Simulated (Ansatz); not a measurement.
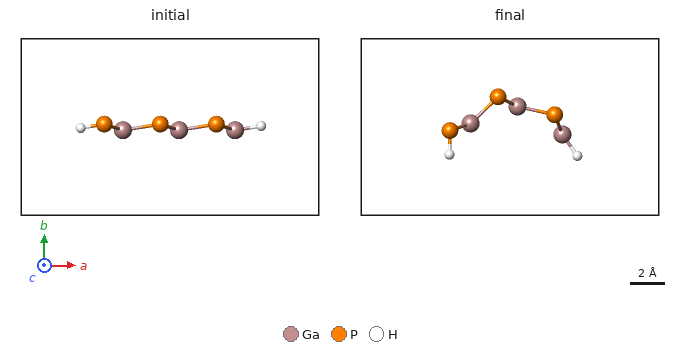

The structure of a wire of composition Ga3P3H2 before (left) and after (right) a relaxation, at one scale.

Style: ball-and-stick. Shown: the 2 repeat of the cell, with the vacuum cut short, along the c axis.

Case: zigzag ribbon, 3 formula units a period, edges capped with H, edge spins parallel.

All numbers below come from DFT PBEsol, scalar-relativistic, plane waves, PAW (Ansatz 0.2.0).

Input
```yaml
crystal:
  lattice:
    - [19.7, 0.0, 0.0]
    - [0.0, 9.7, 0.0]
    - [0.0, 0.0, 3.8580479846]
  atoms:
    - { symbol: Ga, position: [0.3549072829, 0.4812569258, 1.0] }
    - { symbol: Ga, position: [0.5245096973, 0.4812569258, 0.5] }
    - { symbol: Ga, position: [0.6941121117, 0.4812569258, 1.0], spin: 1.0 }
    - { symbol: P, position: [0.2983731447, 0.5187430742, 0.5], spin: 1.0 }
    - { symbol: P, position: [0.4679755591, 0.5187430742, 1.0] }
    - { symbol: P, position: [0.6375779735, 0.5187430742, 0.5] }
    - { symbol: H, position: [0.7727664278, 0.5073336244, 1.0] }
    - { symbol: H, position: [0.2272335722, 0.4951577799, 0.5] }
basis:
  ecutwfc: 420
kpoints:
  mp_grid: { grid: [1, 1, 14] }
hamiltonian:
  xc: pbesol
scf:
  occupations: { method: gaussian, width: 0.05 }
output:
  forces: true
  stress: true
  eigenvalues: true
  populations: true
  write_density: true
  write_potential: true
  elf: true
  volumetric_format: npy
magnetization:
  spin_polarized: true
relax:
  adjacent_minimum: "off"
  f_tol: 0.02
  max_steps: 45
  cell: { fix: [a, b, alpha, beta, gamma], stress_tol: 0.03 }
```

Command:
```bash
ansatz run input.yaml --threads 4 --pin off --max-ram 11264MiB --backend cpu --events-out ev --progress --plain --runs-dir out
```

What changed between the two?

Answer. The energy falls by 0.423 eV per cell of the calculation in 23 accepted moves (26 points after the start). The largest force component goes from 0.46 to 0.0049 eV/Å. The line search rejected the trial steps at points 6, 18 of the run. The SCF was repeated once at an unchanged geometry on a basis and grid sized afresh for the cell, which shifted the energy by 0.9 meV per cell of the calculation at most. The largest move relative to the centre of the atoms is that of H8, 2.33 Å. Largest moves by element: H 2.33 Å, P 1.63 Å, Ga 1.42 Å. Along the periodic axis the drawn cell goes c 7.716 → 7.561 Å (−2.0 %). Near-neighbour distances that change, for instance: Ga1–P4 2.257 → 2.294 Å, Ga1–P5 2.257 → 2.281 Å, Ga3–H7 1.570 → 1.555 Å, Ga2–P6 2.257 → 2.267 Å. Bond angles that change, for instance: Ga1–P5–Ga2 117.5° → 100.9°, Ga1–P4–H8 117.5° → 101.2°, Ga2–P6–Ga3 117.5° → 108.0°. The program noted that the starting moments weren't kept.
